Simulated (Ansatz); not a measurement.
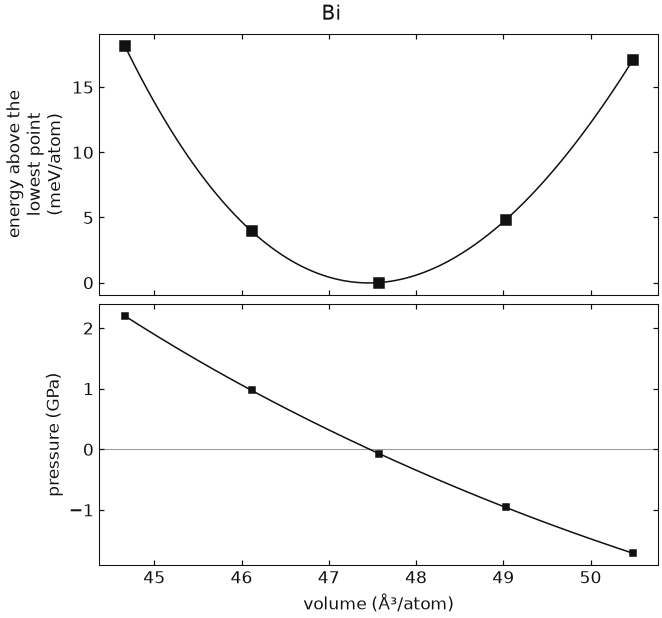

The picture above shows the energy above the lowest point and pressure against volume for Bi, space group Fd-3m (No. 227) (one of a set of cubic test structures, which need not be the stable phase).

Computed with Ansatz 0.2.0 development build: equation of state of a cubic crystal from periodic Kohn-Sham density functional theory without spin, third-order Birch-Murnaghan fit to the free energies; pressure corrected for the finite basis. Level: r2SCAN, no spin-orbit coupling.

- structure type: diamond
- atoms in cell: 2
- space group number: 227
- lattice centring: face-centred primitive
- k mesh: 8×8×8
- occupation method: Fermi–Dirac
- occupation width: 0.1 eV
- wave cutoff: 500 eV
- datasets: hand-made PAW
- density tolerance: 1e−09 eV
- bands: 27
- density cutoff ratio: 4
- search for lower states: default
- xc grid level: 2

Give the fitted equation-of-state parameters.

A third-order Birch–Murnaghan fit gives V0 = 47.46 Å³/atom, B0 = 31.7 GPa and B′ = 4.3.

How does the pressure vary with volume?

It falls from 2.201 GPa at volume 44.66 Å³/atom to −1.715 GPa at 50.49 Å³/atom, and changes sign near 47.5 Å³/atom.

Note: cubic model structure, not the ambient form; no spin-orbit coupling with 6p elements.
